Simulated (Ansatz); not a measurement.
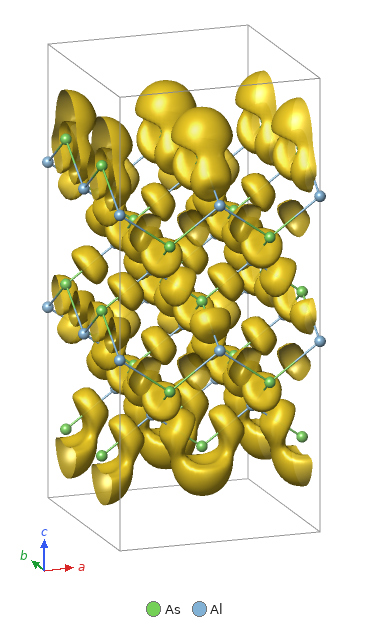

Al4As5 (slab). Isosurface of the ELF at 0.7 (yellow), seen slightly off an axis. Only the valence region is drawn (cores and ρ < 0.01 e/Å³ removed). Sticks mark near contacts.

Computed without spin polarisation.

Method: Ansatz, DFT PBEsol, scalar-relativistic, plane waves, PAW.

In a PAW calculation such maps are meaningful between the atoms, not at the nuclei.

Question: Where are the electrons localised?

Answer: The ELF exceeds this value in twelve regions between bonded Al–As atoms and two regions on As in which the atom's valence shell and bonds are merged, counted in one cell of 9 atoms. Counts are for one cell; the picture repeats the cell along the surface.

Values along the shortest contacts:
Al–As (2.46 Å): the ELF peaks at about 0.90 between the atoms.

Question: Does the calculation give a band gap?

Answer: It is metallic or semimetallic at this level of theory: no gap opens.
